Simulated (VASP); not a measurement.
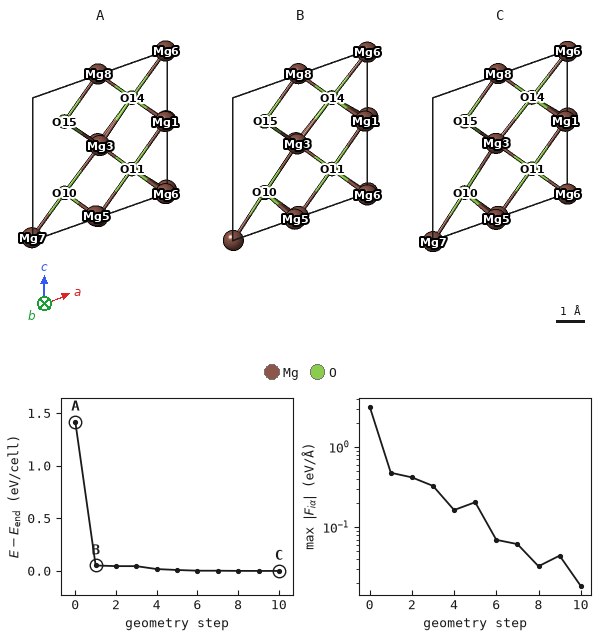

Frames of a relaxation of a defect cell of composition Mg₈O₇, marked on the history of the run. The picture is a ball-and-stick view of the cell of the calculation, reduced to other axes (origin shifted), seen along the b axis. Lengths and directions refer to the drawn axes.

The run lets the atoms move in a fixed cell.

Level of theory: Kohn-Sham DFT of a periodic cell, PBE, VASP PAW PBE potentials, recommended in VASP 6.6.1.

Input
```
PREC = Normal ; ENCUT = 450
EDIFF = 1E-6 ; ISMEAR = 0
SIGMA = 0.01 ; LREAL = Auto
LASPH = True ; NELM = 80
ALGO = Normal ; ISIF = 2
LWAVE = False ; LCHARG = False
GGA = PE ; IBRION = 2
NSW = 70 ; EDIFFG = -0.025
ICORELEVEL = 1 ; NELECT = 56.0
ISYM = 0
```

Run as
```bash
cat potpaw_PBE.64/Mg/POTCAR potpaw_PBE.64/O/POTCAR > POTCAR
mpirun -np 2 vasp_std > vasp.out
```

Q: What happens along the run?

A: After 10 geometry steps the energy has fallen by 1.419 eV per cell of the calculation. The largest force component goes from 3.2 to 0.019 eV/Å. The atom that moves furthest is a Mg atom (0.19 Å along [−3 −2 3]). By element the largest moves are Mg 0.19 Å, O 0.02 Å. The cell doesn't change. Some distances before and after: Mg–Mg 3.085 → 2.807 Å, Mg–Mg 3.052 → 2.808 Å, Mg–Mg 3.019 → 2.806 Å, Mg–Mg 2.994 → 2.807 Å. Among the angles between lasting bonds that change: Mg–O–Mg 92.1° → 82.5°, Mg–O–Mg 88.4° → 97.4°, Mg–O–Mg 90.7° → 82.6°. From step 0 to 1: a Mg atom moves most (0.15 Å), energy −1.367 eV per cell of the calculation. From step 1 to 10: a Mg atom moves most (0.05 Å), energy −52.0 meV per cell of the calculation.

Limits of the set-up: the periodic images lie only 6.0 Å apart, so the values are limited by the cell's size.
